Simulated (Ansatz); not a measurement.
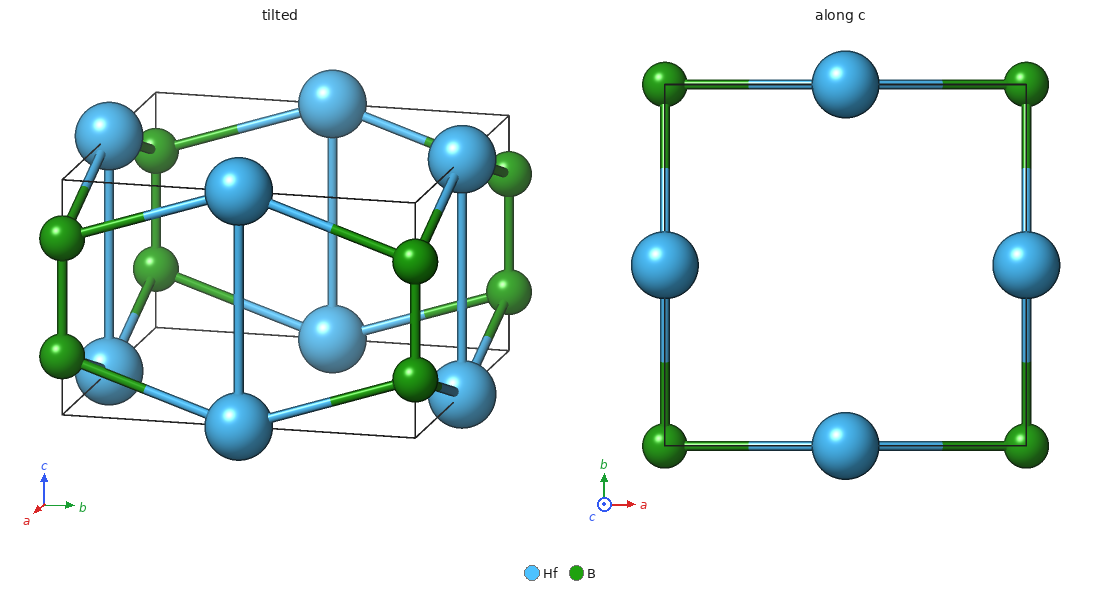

Shown here is a ball-and-stick view of the crystal, taken slightly off an axis and along the c axis. The conventional unit cell is outlined; an atom on or near a face, edge or corner is repeated at each equivalent position. Cell: a = 4.67 Å, b = 4.67 Å, c = 3.10 Å, α = 90.00°, β = 90.00°, γ = 90.00°.

The model was built from a random cell made by a generator, so it need not be a real form of the compound. Earlier steps of the study may have refined or changed the cell and positions. An electronic-structure calculation with Ansatz was run on it.

Q: State composition, symmetry and coordination.

A: The stoichiometry is HfB. It belongs to space group P4/mmm (No. 123) and has a primitive tetragonal lattice. With Z = 2, the cell contains 2 Hf, 2 B. The coordination shell of Hf holds four B and two Hf (about 2.5 Å to B, 3.1 Å to Hf). About every B there are four Hf and two B (about 2.5 Å to Hf, 1.6 Å to B). Not all metal-metal contacts are counted. The bonds build a three-dimensional framework.

Method used: Ansatz, DFT PBE, scalar-relativistic, plane waves, PAW. It ran with plane waves up to 420 eV, a 10×10×14 mesh of k-points, Gaussian smearing of 0.1 eV, no spin polarisation.

Q: Does it come out as a metal, or with a gap?

A: A metal: bands cross the Fermi level.

Q: How are the electrons shared out in a Bader analysis?

A: Hf +0.87 e; B -0.87 e.

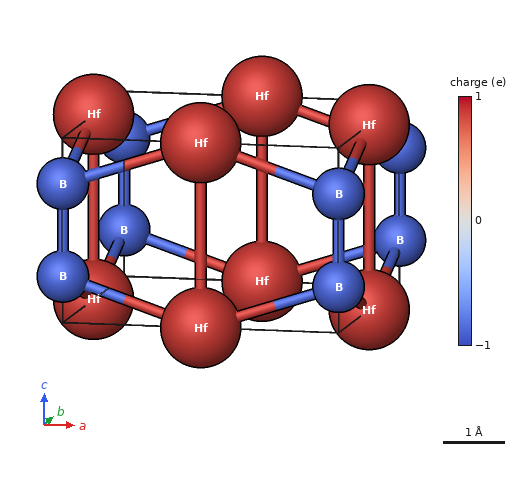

The atoms coloured by those charges. The run's cell of 4 atoms is drawn.

Q: Can this geometry be taken as optimised?

A: Yes. All forces vanish to within 0.01 eV/Å. The pressure is 0.0 GPa, close to zero.
